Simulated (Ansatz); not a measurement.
Geometry relaxation of Hf₆Si₆HO₂₄ (part 3 of 3)

Continued. System: Hf₆Si₆HO₂₄ (defect cell, 37 atoms in the cell). Method: DFT PBE, scalar-relativistic, plane waves, PAW, spin-polarised (Ansatz 0.2.0); cutoff 420 eV, 2×2×2 k-mesh, Gaussian smearing of 0.02 eV, collinear spins. The structure derives from a Materials Project entry. It belongs to a series of runs on one base structure; here: H_i, charge +0, atoms relaxed at the host's cell.

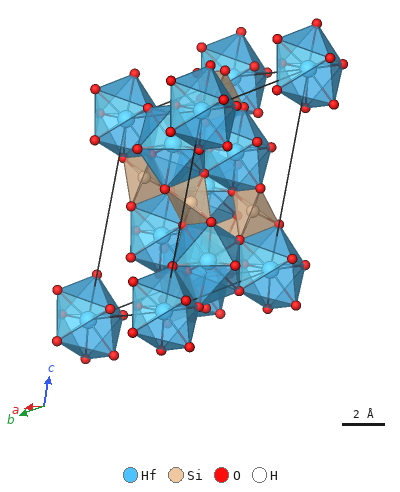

**Figure 1.** The geometry at step 3 of the log (polyhedral view of the cell of the calculation, seen at an oblique angle; polyhedra are completed across the faces of the cell).

## Output, continued
```
--- Relaxed structure (6 steps of the walk, 6 accepted, 0 SCFs on fresh bases) ---
  F+E_penalty+E_count = -111827.85090086 eV   max|allowed force component| = 6.281e-3 eV/Å
  atoms:
    - { symbol: Hf, position: [0.6689697901299785, 0.6644076863366358, 0.3341159695347599] }
    - { symbol: Hf, position: [1.0020246132305843, 0.0012111149723162608, -0.00039518007386408273] }
    - { symbol: Hf, position: [0.32828827179894127, 0.33029164963155005, 0.6646400448487901] }
    - { symbol: Hf, position: [0.7488707228459837, 0.24657496212585708, 0.4984758102318125] }
    - { symbol: Hf, position: [0.08954281651277811, 0.5819425062335891, 0.16794323835774155] }
    - { symbol: Hf, position: [0.41582040508358087, 0.9179054855349027, 0.8330022923140556] }
    - { symbol: Si, position: [0.25182818458168227, 0.7478782823909833, 0.5002971517805286] }
    - { symbol: Si, position: [0.5843004182942358, 0.08167908658222764, 0.166428924044538] }
    - { symbol: Si, position: [0.9129483762949147, 0.41570663479935266, 0.832535015990575] }
    - { symbol: Si, position: [0.8335471739398308, 0.8315429142261854, 0.6661691542295147] }
    - { symbol: Si, position: [0.16600059040931164, 0.16386923116866936, 0.3322835838467264] }
    - { symbol: Si, position: [0.5048708843974307, 0.49944555359981785, 7.597774665613808e-5] }
    - { symbol: O, position: [0.10487690713051967, 0.28879869310248196, 0.21232431452368195] }
    - { symbol: O, position: [0.41995189042076886, 0.6261412565329615, 0.8797707632623024] }
    - { symbol: O, position: [0.7709530126466811, 0.953997433242235, 0.5448191996987658] }
    - { symbol: O, position: [0.00790577082969579, 0.6891692748158444, 0.38057836792713223] }
    - { symbol: O, position: [0.33965393740943156, 0.02748549626517153, 0.04638902657623736] }
    - { symbol: O, position: [0.6697679148378952, 0.349442239026323, 0.7053377588896563] }
    - { symbol: O, position: [0.3747945554965394, 0.6862777794707567, 0.37906131033853] }
    - { symbol: O, position: [0.7074763004267723, 0.01766073891982527, 0.04506323929929856] }
    - { symbol: O, position: [0.037459085116910096, 0.34973413064600367, 0.7110362000975619] }
    - { symbol: O, position: [0.7756173532937531, 0.5865921839072382, 0.5464171733863071] }
    - { symbol: O, position: [0.10601234434202206, 0.9196085619719179, 0.21165001974166403] }
    - { symbol: O, position: [0.4403949275842005, 0.25477502090074006, 0.878440639436189] }
    - { symbol: O, position: [0.4099258750706058, 0.2248743908654036, 0.4520164466023348] }
    - { symbol: O, position: [0.7480611891768171, 0.5604251998565831, 0.127250911489235] }
    - { symbol: O, position: [0.07820167258617866, 0.8973912843848786, 0.7861929234735893] }
    - { symbol: O, position: [0.3117956173280572, 0.6242553600144936, 0.6209386609269996] }
    - { symbol: O, position: [0.6422370706167926, 0.9564811882338897, 0.2861807297506461] }
    - { symbol: O, position: [0.9774421332460471, 0.2926384050790216, 0.9541569524471452] }
    - { symbol: O, position: [0.3129510263863899, 0.9927656788084326, 0.6202645472310881] }
    - { symbol: O, position: [0.6469211322243292, 0.3254837642009378, 0.2877821779336767] }
    - { symbol: O, position: [0.9980596743079873, 0.6626935942226624, 0.9528242126183263] }
    - { symbol: O, position: [0.7103571864863417, 0.8888988769410309, 0.787524774432033] }
    - { symbol: O, position: [0.043072451528820166, 0.22350173973096235, 0.45355103087261067] }
    - { symbol: O, position: [0.38038464191421756, 0.5549927940085266, 0.12157038329324811] }
    - { symbol: H, position: [0.7090021529729735, 0.5440477690495904, 0.9163106523999024] }
--- Löwdin populations: 37 sites ---
  site symbol       q [e]    m [muB]
     0     Hf     24.4683     0.0125
     1     Hf     24.4640     0.0063
     2     Hf     24.4545    -0.0036
     3     Hf     24.4683     0.0125
     4     Hf     24.4544    -0.0036
     5     Hf     24.4640     0.0063
     6     Si      2.3395     0.0003
     7     Si      2.3416     0.0003
     8     Si      2.3863     0.0118
     9     Si      2.3415     0.0003
    10     Si      2.3395     0.0003
    11     Si      2.3861     0.0116
    12      O      6.7197     0.0001
    13      O      6.6965     0.1096
    14      O      6.7211     0.0013
    15      O      6.7241     0.0022
    16      O      6.7191     0.0025
    17      O      6.7044     0.0587
    18      O      6.7181     0.0007
    19      O      6.7265     0.0001
    20      O      6.7147     0.0011
    21      O      6.7241     0.0004
    22      O      6.7230     0.0005
    23      O      6.7171     0.0171
    24      O      6.7241     0.0022
    25      O      6.7044     0.0585
    26      O      6.7191     0.0025
    27      O      6.7230     0.0006
    28      O      6.7241     0.0004
    29      O      6.7171     0.0172
    30      O      6.7198     0.0001
    31      O      6.7211     0.0013
    32      O      6.6964     0.1098
    33      O      6.7265     0.0001
    34      O      6.7181     0.0007
    35      O      6.7147     0.0011
    36      H      0.9834     0.5424
  spilling = 0.005820 (of n_electrons = 325.000000)
```

## Trajectory as extended XYZ (Å, eV, eV/Å), 3 of the 6 frames kept, from step=1 to step=6
```
37
Lattice="-6.6449 0.0000 0.0000 0.0000 -6.6449 0.0000 3.3225 3.3225 9.0224" Properties=species:S:1:pos:R:3:forces:R:3 step=1 energy=-111826.59191
Hf   -3.3225   -3.3225    3.0075    0.2793   0.1957   0.3418
Hf   -6.6449    0.0000    0.0000   -0.1296   0.1810  -0.2065
Hf    0.0000    0.0000    6.0149    0.4042   0.2742   0.5446
Hf   -3.3225    0.0000    4.5112   -0.3894  -0.1208   0.2014
Hf    0.0000   -3.3225    1.5037   -0.4451  -0.0331  -0.3242
Hf    0.0000   -3.3225    7.5187    0.1076  -0.5351   0.0293
Si    0.0000   -3.3225    4.5112   -0.0685  -0.0104   0.1659
Si   -3.3225    0.0000    1.5037    0.0696  -0.2063  -0.1716
Si   -3.2937    0.0478    7.5174   -4.0544  -1.2828   2.8173
Si   -3.3225   -3.3225    6.0149   -0.0670   0.1206   0.1897
Si    0.0000    0.0000    3.0075    0.0858  -0.0260   0.0196
Si   -3.3826   -3.3739    0.0533    4.3278   1.3596  -5.1700
O     0.0000   -1.2241    1.9184   -0.0018  -0.0576   0.0776
O    -0.0191   -1.2100    7.8975    0.5983  -0.7810   0.3873
O    -3.3225   -4.5465    4.9259    0.0636  -0.0356  -0.0436
O     1.2241   -3.3225    3.4221    0.1766  -0.0300  -0.2942
O    -2.0984    0.0000    0.4147   -0.0739   0.0865   0.1202
O    -2.1901   -0.0392    6.4921    4.5938   0.1574  -5.3366
O    -1.2241   -3.3225    3.4221   -0.0156   0.0041  -0.0202
O    -4.5465    0.0000    0.4147    0.0115   0.1542   0.1146
O     2.0984    0.0000    6.4296   -0.4046   0.1937  -0.1048
O    -3.3225   -2.0984    4.9259    0.0292  -0.0562  -0.1249
O     0.0000   -5.4209    1.9184    0.0747   0.1046   0.0575
O     0.0000    1.2241    7.9333    0.2378  -0.4382   0.3224
O    -1.2241    0.0000    4.0965   -0.1557   0.0171   0.2226
O    -4.5331   -3.2335    1.0046   -4.0882  -0.0830   5.1506
O     2.0984   -3.3225    7.1040    0.0300  -0.0480  -0.1038
O     0.0000   -2.0984    5.6003   -0.0342  -0.0045  -0.1608
O    -3.3225   -5.4209    2.5928   -0.0922   0.1968  -0.1314
O    -3.3225    1.2241    8.6078   -0.4336   1.1716   0.8131
O     0.0000   -4.5465    5.6003   -0.0652   0.0046  -0.1532
O    -3.3225   -1.2241    2.5928   -0.0128  -0.0315   0.0125
O    -3.3621   -1.2328    8.5896   -0.4412  -0.0698   0.4523
O    -2.0984   -3.3225    7.1040   -0.0267  -0.0268  -0.0722
O     1.2241    0.0000    4.0965   -0.0381   0.0015  -0.0782
O    -2.0984   -3.3225    1.0891   -0.3005  -0.2714   0.1147
H    -1.6839   -0.2445    8.1714    0.2485  -0.0754   0.3410
37
Lattice="-6.6449 0.0000 0.0000 0.0000 -6.6449 0.0000 3.3225 3.3225 9.0224" Properties=species:S:1:pos:R:3:forces:R:3 step=3 energy=-111827.79628
Hf   -3.3223   -3.3103    3.0274   -0.0577  -0.0170  -0.1137
Hf   -6.6637   -0.0023   -0.0069    0.0240  -0.0775   0.0839
Hf    0.0271    0.0161    6.0196   -0.0854  -0.0505  -0.2465
Hf   -3.3345    0.0099    4.4917    0.0900   0.0057   0.0086
Hf   -0.0278   -3.3223    1.5038   -0.0212   0.1071   0.1285
Hf    0.0074   -3.3335    7.5167   -0.0265   0.0950  -0.0025
Si   -0.0045   -3.3056    4.5145    0.0366  -0.0042  -0.0614
Si   -3.3358    0.0064    1.4985    0.0180   0.0397   0.0955
Si   -3.3020    0.0152    7.5002   -0.6227  -0.3105   0.5499
Si   -3.3213   -3.3167    6.0136   -0.0096  -0.0159  -0.0951
Si   -0.0078    0.0037    3.0024   -0.0661   0.0034   0.0176
Si   -3.3478   -3.3221    0.0237    0.6006   0.2255  -0.9692
O    -0.0090   -1.2238    1.9164    0.0285   0.0376  -0.0244
O     0.1191   -1.2312    7.9433   -0.0269  -0.0413   0.0294
O    -3.3135   -4.5375    4.9208   -0.0263   0.0189   0.0087
O     1.2172   -3.3118    3.4270   -0.0385  -0.0025   0.0490
O    -2.1067   -0.0104    0.4182    0.0039  -0.0304   0.0016
O    -2.1317    0.0035    6.3735    0.7034   0.1116  -0.6031
O    -1.2290   -3.3102    3.4263    0.0732  -0.0025  -0.0032
O    -4.5578    0.0212    0.4079   -0.0072  -0.0037  -0.0467
O     2.1033    0.0260    6.4077    0.0556   0.0273   0.0689
O    -3.3267   -2.0921    4.9247   -0.0247  -0.0005   0.0494
O     0.0034   -5.4137    1.9159   -0.0167  -0.0061  -0.0482
O     0.0185    1.2330    7.9325   -0.0399  -0.2641   0.1916
O    -1.2308    0.0118    4.0871    0.0493  -0.0132  -0.0434
O    -4.5303   -3.2983    1.1306   -0.6398  -0.0080   0.6823
O     2.0955   -3.3375    7.0939   -0.0137  -0.0051  -0.0105
O    -0.0103   -2.0831    5.6051    0.0085  -0.0467   0.0041
O    -3.3330   -5.4072    2.5800    0.0179  -0.0436   0.0207
O    -3.3583    1.2281    8.5996    0.0744   0.1218   0.0963
O    -0.0048   -4.5384    5.5933   -0.0111  -0.0005   0.0701
O    -3.3415   -1.2141    2.5914    0.0161   0.0384  -0.0109
O    -3.4438   -1.2380    8.5895    0.0049   0.1092  -0.0198
O    -2.0994   -3.3114    7.1035    0.0204   0.0398   0.0331
O     1.2162    0.0045    4.0902   -0.0318   0.0121   0.0249
O    -2.1066   -3.3001    1.1039   -0.0834   0.0006   0.0247
H    -1.6636   -0.4503    8.2411    0.0237  -0.0509   0.0593
37
Lattice="-6.6449 0.0000 0.0000 0.0000 -6.6449 0.0000 3.3225 3.3225 9.0224" Properties=species:S:1:pos:R:3:forces:R:3 step=6 energy=-111827.85090
Hf   -3.3352   -3.3048    3.0145   -0.0003   0.0002  -0.0014
Hf   -6.6597   -0.0094   -0.0036   -0.0003   0.0006  -0.0051
Hf    0.0268    0.0135    5.9967   -0.0019  -0.0011   0.0043
Hf   -3.3200    0.0177    4.4975   -0.0004  -0.0007   0.0053
Hf   -0.0370   -3.3090    1.5153    0.0021  -0.0018  -0.0027
Hf    0.0045   -3.3318    7.5157   -0.0001   0.0010   0.0005
Si   -0.0112   -3.3074    4.5139    0.0000   0.0000   0.0063
Si   -3.3297    0.0102    1.5016   -0.0002   0.0011  -0.0053
Si   -3.3004    0.0037    7.5115    0.0002   0.0011  -0.0010
Si   -3.3255   -3.3122    6.0105   -0.0008   0.0011   0.0046
Si    0.0009    0.0151    2.9980    0.0005   0.0005   0.0010
Si   -3.3546   -3.3185    0.0007   -0.0027  -0.0007  -0.0039
O     0.0085   -1.2136    1.9157   -0.0014  -0.0002   0.0020
O     0.1325   -1.2377    7.9377   -0.0008   0.0000   0.0001
O    -3.3128   -4.5291    4.9156    0.0013   0.0004  -0.0015
O     1.2119   -3.3150    3.4337   -0.0012   0.0002  -0.0011
O    -2.1028   -0.0285    0.4185    0.0011   0.0008   0.0015
O    -2.1071    0.0214    6.3639    0.0005   0.0004  -0.0030
O    -1.2311   -3.3008    3.4201    0.0005   0.0001  -0.0010
O    -4.5514    0.0324    0.4066   -0.0002   0.0000   0.0019
O     2.1135    0.0384    6.4153    0.0002  -0.0013  -0.0028
O    -3.3385   -2.0824    4.9300    0.0005  -0.0002  -0.0022
O    -0.0012   -5.4075    1.9096   -0.0015  -0.0006   0.0027
O    -0.0078    1.2256    7.9257    0.0003   0.0003   0.0004
O    -1.2221    0.0075    4.0783    0.0005  -0.0004  -0.0019
O    -4.5480   -3.3012    1.1481   -0.0015   0.0012   0.0023
O     2.0924   -3.3510    7.0934    0.0006   0.0010   0.0008
O    -0.0088   -2.0851    5.6024    0.0007  -0.0006  -0.0035
O    -3.3168   -5.4049    2.5820    0.0002  -0.0002   0.0016
O    -3.3249    1.2256    8.6088   -0.0006  -0.0001   0.0010
O    -0.0187   -4.5360    5.5963    0.0009  -0.0003  -0.0016
O    -3.3426   -1.2067    2.5965   -0.0004   0.0010  -0.0002
O    -3.4663   -1.2378    8.5968    0.0038  -0.0003   0.0016
O    -2.1037   -3.2901    7.1054   -0.0012   0.0006  -0.0003
O     1.2207    0.0218    4.0921    0.0003  -0.0007  -0.0028
O    -2.1237   -3.2840    1.0969    0.0016  -0.0012   0.0036
H    -1.6669   -0.5707    8.2673   -0.0001  -0.0011  -0.0004
```

This output came from the following input.

## Input file
```yaml
crystal:
  lattice:
    - [-6.6449050321, 0.0, 0.0]
    - [0.0, -6.6449050321, 0.0]
    - [3.3224525161, 3.3224525161, 9.0224221621]
  atoms:
    - { symbol: Hf, position: [0.6666666667, 0.6666666667, 0.3333333333] }
    - { symbol: Hf, position: [1.0, 0.0, 0.0] }
    - { symbol: Hf, position: [0.3333333333, 0.3333333333, 0.6666666667] }
    - { symbol: Hf, position: [0.75, 0.25, 0.5] }
    - { symbol: Hf, position: [0.0833333333, 0.5833333333, 0.1666666667] }
    - { symbol: Hf, position: [0.4166666667, 0.9166666667, 0.8333333333] }
    - { symbol: Si, position: [0.25, 0.75, 0.5] }
    - { symbol: Si, position: [0.5833333333, 0.0833333333, 0.1666666667] }
    - { symbol: Si, position: [0.9122711795, 0.4093978768, 0.8331916512], spin: 0.143 }
    - { symbol: Si, position: [0.8333333333, 0.8333333333, 0.6666666667] }
    - { symbol: Si, position: [0.1666666667, 0.1666666667, 0.3333333333] }
    - { symbol: Si, position: [0.5120085094, 0.5106999791, 0.0059118545], spin: 0.143 }
    - { symbol: O, position: [0.1063129741, 0.2905220522, 0.2126259483] }
    - { symbol: O, position: [0.4405408145, 0.6197542231, 0.8753228736], spin: 0.143 }
    - { symbol: O, position: [0.7729796408, 0.9571887188, 0.5459592816] }
    - { symbol: O, position: [0.0054372294, 0.6896463075, 0.3792926149] }
    - { symbol: O, position: [0.3387705628, 0.0229796408, 0.0459592816] }
    - { symbol: O, position: [0.6893603389, 0.3656750397, 0.7195507036], spin: 0.143 }
    - { symbol: O, position: [0.3738553855, 0.6896463075, 0.3792926149] }
    - { symbol: O, position: [0.7071887188, 0.0229796408, 0.0459592816] }
    - { symbol: O, position: [0.0405220522, 0.3563129741, 0.7126259483] }
    - { symbol: O, position: [0.7729796408, 0.5887705628, 0.5459592816] }
    - { symbol: O, position: [0.1063129741, 0.9221038961, 0.2126259483] }
    - { symbol: O, position: [0.4396463075, 0.2554372294, 0.8792926149] }
    - { symbol: O, position: [0.4112294372, 0.2270203592, 0.4540407184] }
    - { symbol: O, position: [0.7378684016, 0.5422911936, 0.1113414435], spin: 0.143 }
    - { symbol: O, position: [0.0778961039, 0.8936870259, 0.7873740517] }
    - { symbol: O, position: [0.3103536925, 0.6261446145, 0.6207073851] }
    - { symbol: O, position: [0.6436870259, 0.9594779478, 0.2873740517] }
    - { symbol: O, position: [0.9770203592, 0.2928112812, 0.9540407184] }
    - { symbol: O, position: [0.3103536925, 0.9945627706, 0.6207073851] }
    - { symbol: O, position: [0.6436870259, 0.3278961039, 0.2873740517] }
    - { symbol: O, position: [0.9819832756, 0.6615476653, 0.952030842], spin: 0.143 }
    - { symbol: O, position: [0.7094779478, 0.8936870259, 0.7873740517] }
    - { symbol: O, position: [0.0428112812, 0.2270203592, 0.4540407184] }
    - { symbol: O, position: [0.3761446145, 0.5603536925, 0.1207073851] }
    - { symbol: H, position: [0.7062555515, 0.4896401402, 0.9056750311], spin: 0.143 }
  host:
    lattice:
      - [-3.3224525161, 3.3224525161, 3.007474054]
      - [3.3224525161, -3.3224525161, 3.007474054]
      - [3.3224525161, 3.3224525161, -3.007474054]
    atoms:
      - { symbol: Hf, position: [0.0, 0.0, 0.0] }
      - { symbol: Hf, position: [0.75, 0.25, 0.5] }
      - { symbol: Si, position: [0.25, 0.75, 0.5] }
      - { symbol: Si, position: [0.5, 0.5, 0.0] }
      - { symbol: O, position: [0.1347298444, 0.3189389224, 0.815790922] }
      - { symbol: O, position: [0.0689389224, 0.7531480004, 0.684209078] }
      - { symbol: O, position: [0.0689389224, 0.3847298444, 0.315790922] }
      - { symbol: O, position: [0.5031480004, 0.3189389224, 0.184209078] }
      - { symbol: O, position: [0.6810610776, 0.4968519996, 0.815790922] }
      - { symbol: O, position: [0.6152701556, 0.9310610776, 0.684209078] }
      - { symbol: O, position: [0.2468519996, 0.9310610776, 0.315790922] }
      - { symbol: O, position: [0.6810610776, 0.8652701556, 0.184209078] }
basis:
  ecutwfc: 420
  xc_grid: 2
kpoints:
  mp_grid: { grid: [2, 2, 2], shift: [0.0, 0.0, 0.0] }
hamiltonian:
  xc: pbe
scf:
  occupations: { method: gaussian, width: 0.02 }
  lower_state_search: "off"
output:
  forces: true
  stress: false
  eigenvalues: true
  populations: true
  charged_corrections:
    defect_position: [0.70833333, 0.5, 0.91666667]
    epsilon: [[12.6894, 0.0, 0.0], [0.0, 12.6894, 0.0], [0.0, 0.0, 12.4844]]
magnetization:
  spin_polarized: true
relax:
  adjacent_minimum: "off"
  f_tol: 0.03
  max_steps: 40
```

Run as:
```bash
ansatz run input.yaml --threads 8 --pin off --max-ram 16384MiB --backend cpu --events-out ev --progress --plain --runs-dir out
```

## Results in brief

| quantity | value |
| --- | --- |
| outcome | converged |
| electrons treated | 325 |
| free energy | −111827.8509 eV |
| Fermi energy | 12.244 eV |
| gap on the k-point mesh | 1.37 eV |
| net moment of the cell | 1.00 μB |
| integrated absolute moment | 1.06 μB |
| final volume | 398.38 Å³ |
| largest force (length of the vector) at the end | 0.006 eV/Å |
| hardware | 8 threads of Arm Neoverse V1, 24 GiB of memory available, shared host |
| wall time | 1.8 min (CPU time 14 min) |
| peak memory | 3.1 GiB |

Spin–orbit coupling is left out, which matters for Hf.
